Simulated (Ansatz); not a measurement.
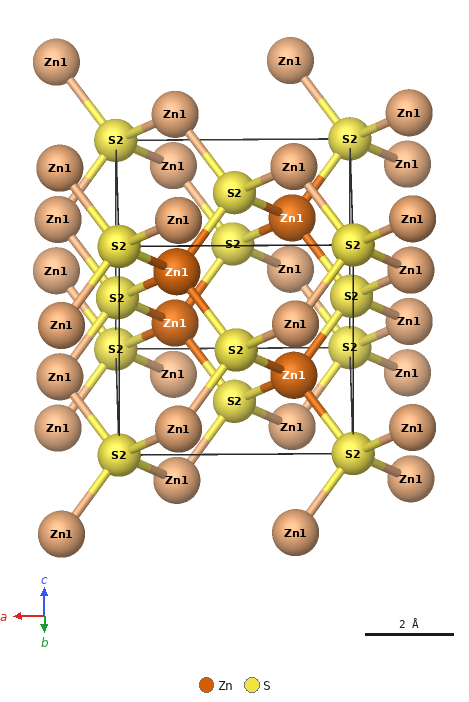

Figure 1. The input geometry of the first run (ball-and-stick view of the cell 4 times as large as that of the calculation, set on its symmetry axes, seen at an oblique angle; neighbours outside the cell are drawn fainter; atoms are numbered from 1 in the order of the input). An atom can appear more than once, as a periodic image. Near neighbours in the periodic cell (some may lie outside the picture): Zn has 4 S at 2.31 Å; S has 4 Zn at 2.31 Å.

## ZnS: a changed input and its effect

System: ZnS (F-43m, 2 atoms in the cell).
Method of the first run: DFT r2SCAN, scalar-relativistic, plane waves, PAW, no spin polarisation (Ansatz 0.2.0).

The structure derives from an entry of the Crystallography Open Database. Text and figures count atoms from 1; the logs count them from 0 in places.

## Input, the first run
```yaml
crystal:
  lattice:
    - [0.0, 2.6673120715, 2.6673120715]
    - [2.6673120715, 0.0, 2.6673120715]
    - [2.6673120715, 2.6673120715, 0.0]
  atoms:
    - { symbol: Zn, position: [0.25, 0.25, 0.25] }
    - { symbol: S, position: [0.0, 0.0, 0.0] }
basis:
  ecutwfc: 500
kpoints:
  mp_grid: { grid: [8, 8, 8] }
hamiltonian:
  xc: r2scan
scf:
  occupations: { method: gaussian, width: 0.02 }
output:
  forces: true
  stress: true
  eigenvalues: true
```

Command:
```bash
ansatz run input.yaml --threads 1 --pin off --max-ram 2560MiB --backend cpu --events-out ev --progress --plain --runs-dir out
```

Hardware: 1 thread of Intel Xeon @ 2.50GHz (Skylake/Cascade Lake), 189 GiB of memory available, shared host.

## Output, shortened to warnings, some set-up lines, iterations and results (the first run)
```
Basis set: ecut = 500 eV, 941 PW (Γ), exchange–correlation on 120×120×120 points (64 copies of the dense FFT grid, shifted against one another)
Symmetry: 24 space group operations
k-points: 29 of 512 (time reversal used)
Initial density: superposition of atomic densities (neutral atoms: chi_scale 0, normalization atom), corrected by the library's trained network
[...]
SCF iter   1: F=—  HF=-4233.441811 eV  |F-HF|=—  |Δ(HF+E_count)|=         —  Δρ=1.58e-2  dr2=4.73e-2  dr2_τ=7.44e-3  ethr=1.77e-3  ⟨swp⟩=6.3  Hψ=2449  notcnv=0
SCF iter   2: F=—  HF=-4233.446238 eV  |F-HF|=—  |Δ(HF+E_count)|=   4.43e-3  Δρ=4.91e-3  dr2=8.78e-3  dr2_τ=3.62e-4  ethr=2.63e-4  ⟨swp⟩=2.5  Hψ=981  notcnv=0
SCF iter   3: F=—  HF=-4233.440785 eV  |F-HF|=—  |Δ(HF+E_count)|=   5.45e-3  Δρ=2.93e-3  dr2=1.33e-3  dr2_τ=8.41e-6  ethr=4.88e-5  ⟨swp⟩=2.2  Hψ=737  notcnv=0
SCF iter   4: F=—  HF=-4233.441131 eV  |F-HF|=—  |Δ(HF+E_count)|=   3.46e-4  Δρ=2.98e-4  dr2=5.26e-5  dr2_τ=2.85e-6  ethr=7.40e-6  ⟨swp⟩=2.9  Hψ=966  notcnv=0
SCF iter   5: F=—  HF=-4233.441115 eV  |F-HF|=—  |Δ(HF+E_count)|=   1.56e-5  Δρ=1.34e-4  dr2=6.41e-6  dr2_τ=8.49e-8  ethr=2.92e-7  ⟨swp⟩=2.0  Hψ=450  notcnv=0
SCF iter   6: F=-4233.441114 eV  HF=-4233.441114 eV  |F-HF|=2.64e-9  |Δ(HF+E_count)|=   7.59e-7  Δρ=8.55e-6  dr2=2.25e-8  dr2_τ=2.36e-9  ethr=5.56e-10  ⟨swp⟩=4.0  Hψ=1829  …
SCF 1 converged in 6 iterations: F = -4233.441114 eV  dr2 = 2.25e-8
SCF converged after 6 iterations
Free energy (F): -4233.441114 eV
Harris-Foulkes:  -4233.441114 eV  (|F-HF|=2.64e-9)
Internal energy: -4233.441114 eV  (E = F + TS)
E sigma→0 (E₀):  -4233.441114 eV
Fermi energy:    7.449787 eV
--- Per-component energies (eV) ---
  E_band       = 4.263023
  E_kinetic    = 238.409503
  E_local      = -2021.164394  (includes V_loc(G=0)·N_el)
  E_nonlocal   = 646.312152
  E_hartree    = 848.759821
  E_xc         = -216.296827
  E_vxc        = -148.939115  (∫ρ·V_xc dr)
  E_paw        = -2459.489666  (= ΣΔE_a)
  E_vpaw       = -415.240246  (= ΣTr[D̂ρ^β])
  E_aug_tail   = -0.000044  (compensation charges beyond the density's cutoff)
  E_vtau       = 7.365443  (kinetic-family band-sum trace: ∫τ·v_τ [+ j·A + Jᵃ·Aᵃ] dr)
  E_ewald      = -1269.679273
  E_core_change = -0.292385  (= ΣΔE_core)
  E_smearing   = -0.000000  (= −TS)
  E_closure    = -0.000000  (closes the sum)
  Σ components = -4233.441114   (vs F -4233.441114, Δ=0.00e0)
--- Forces (eV/Å), atoms counted from 1 ---
  atom   1  Zn    -0.00000000    -0.00000000    -0.00000000
  atom   2  S      0.00000000    -0.00000000     0.00000000
  max |Σ_I F_I| component: 4.97e-17 eV/Å
--- Stress (GPa, compression-positive) ---
        2.561550      -0.000000      -0.000000
        0.000000       2.561550       0.000000
       -0.000000       0.000000       2.561550
  P = ⅓ Tr σ = 2.5616 GPa (25.616 kbar)
```

For the second run the input was changed thus:
```diff
-    - [0.0, 2.6673120715, 2.6673120715]
-    - [2.6673120715, 0.0, 2.6673120715]
-    - [2.6673120715, 2.6673120715, 0.0]
+    - [0.0, 2.6111413551, 2.6111413551]
+    - [2.6111413551, 0.0, 2.6111413551]
+    - [2.6111413551, 2.6111413551, 0.0]
```

What does this change do to the results?

With the same functional and potentials, the second run lies 41.4 meV per atom higher. The gap on the mesh goes from 2.84 to 3.15 eV. The pressure goes from 2.56 to 9.11 GPa. The volume per atom goes from 18.98 to 17.80 Å³. The cell is scaled evenly with the atoms at fixed fractional positions, so −ΔP/Δ ln V estimates the bulk modulus midway between the two volumes: about 100 GPa. The number of SCF iterations is the same. The plane waves at Γ go from 941 to 893.

## Output, shortened to warnings, some set-up lines, iterations and results (the second run)
```
Basis set: ecut = 500 eV, 893 PW (Γ), exchange–correlation on 108×108×108 points (64 copies of the dense FFT grid, shifted against one another)
Symmetry: 24 space group operations
k-points: 29 of 512 (time reversal used)
Initial density: superposition of atomic densities (neutral atoms: chi_scale 0, normalization atom), corrected by the library's trained network
[...]
SCF iter   1: F=—  HF=-4233.355034 eV  |F-HF|=—  |Δ(HF+E_count)|=         —  Δρ=1.61e-2  dr2=4.71e-2  dr2_τ=9.60e-3  ethr=1.77e-3  ⟨swp⟩=6.3  Hψ=2429  notcnv=0
SCF iter   2: F=—  HF=-4233.363598 eV  |F-HF|=—  |Δ(HF+E_count)|=   8.56e-3  Δρ=5.41e-3  dr2=9.38e-3  dr2_τ=3.68e-4  ethr=2.62e-4  ⟨swp⟩=2.3  Hψ=972  notcnv=0
SCF iter   3: F=—  HF=-4233.357844 eV  |F-HF|=—  |Δ(HF+E_count)|=   5.75e-3  Δρ=2.98e-3  dr2=1.28e-3  dr2_τ=8.47e-6  ethr=5.21e-5  ⟨swp⟩=2.2  Hψ=736  notcnv=0
SCF iter   4: F=—  HF=-4233.358254 eV  |F-HF|=—  |Δ(HF+E_count)|=   4.09e-4  Δρ=4.00e-4  dr2=8.23e-5  dr2_τ=4.39e-6  ethr=7.13e-6  ⟨swp⟩=3.0  Hψ=977  notcnv=0
SCF iter   5: F=—  HF=-4233.358227 eV  |F-HF|=—  |Δ(HF+E_count)|=   2.71e-5  Δρ=1.74e-4  dr2=1.03e-5  dr2_τ=1.43e-7  ethr=4.57e-7  ⟨swp⟩=2.1  Hψ=462  notcnv=0
SCF iter   6: F=-4233.358225 eV  HF=-4233.358225 eV  |F-HF|=1.12e-8  |Δ(HF+E_count)|=   1.30e-6  Δρ=1.16e-5  dr2=5.04e-8  dr2_τ=3.37e-9  ethr=5.56e-10  ⟨swp⟩=4.7  Hψ=2106  …
SCF 1 converged in 6 iterations: F = -4233.358225 eV  dr2 = 5.04e-8
SCF converged after 6 iterations
Free energy (F): -4233.358225 eV
Harris-Foulkes:  -4233.358225 eV  (|F-HF|=1.12e-8)
Internal energy: -4233.358225 eV  (E = F + TS)
E sigma→0 (E₀):  -4233.358225 eV
Fermi energy:    8.508049 eV
--- Per-component energies (eV) ---
  E_band       = 15.890346
  E_kinetic    = 240.323875
  E_local      = -1978.753763  (includes V_loc(G=0)·N_el)
  E_nonlocal   = 645.719810
  E_hartree    = 832.623079
  E_xc         = -217.387889
  E_vxc        = -150.465659  (∫ρ·V_xc dr)
  E_paw        = -2458.598363  (= ΣΔE_a)
  E_vpaw       = -413.615215  (= ΣTr[D̂ρ^β])
  E_aug_tail   = -0.000050  (compensation charges beyond the density's cutoff)
  E_vtau       = 7.434255  (kinetic-family band-sum trace: ∫τ·v_τ [+ j·A + Jᵃ·Aᵃ] dr)
  E_ewald      = -1296.992537
  E_core_change = -0.292385  (= ΣΔE_core)
  E_smearing   = -0.000000  (= −TS)
  E_closure    = -0.000000  (closes the sum)
  Σ components = -4233.358225   (vs F -4233.358225, Δ=0.00e0)
--- Forces (eV/Å), atoms counted from 1 ---
  atom   1  Zn    -0.00000000     0.00000000     0.00000000
  atom   2  S      0.00000000    -0.00000000     0.00000000
  max |Σ_I F_I| component: 1.16e-17 eV/Å
--- Stress (GPa, compression-positive) ---
        9.107741      -0.000000      -0.000000
        0.000000       9.107741       0.000000
       -0.000000       0.000000       9.107741
  P = ⅓ Tr σ = 9.1077 GPa (91.077 kbar)
```

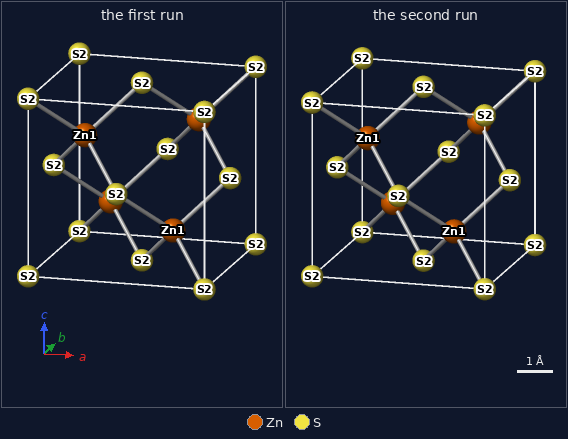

Figure 2. The two input geometries at one scale (ball-and-stick view of the cell 4 times as large as that of the calculation, set on its symmetry axes, seen slightly off an axis). No atom moves by more than 0.005 Å relative to the cell. Cell: a = b = c 5.335 → 5.222 Å (−2.1 %). Volume −6.2 %. Among the contacts that change: Zn1–S2 2.310 → 2.261 Å.

## The two runs side by side

| quantity | the first run | the second run |
| --- | --- | --- |
| outcome | converged | converged |
| free energy per atom (eV) | −2116.7206 | −2116.6791 |
| gap on the mesh (eV) | 2.84 | 3.15 |
| pressure (GPa) | 2.56 | 9.11 |
| volume per atom (Å³) | 18.98 | 17.80 |
| largest force (eV/Å) | 0.000 | 0.000 |
| SCF iterations | 6 | 6 |
| irreducible k-points | 29 | 29 |
| plane waves at Γ | 941 | 893 |
| wall time (shared host) | 7.1 s | 7.7 s |

For the second run: The cell is under a pressure of 9.1 GPa at this level, so it is not at its equilibrium volume.
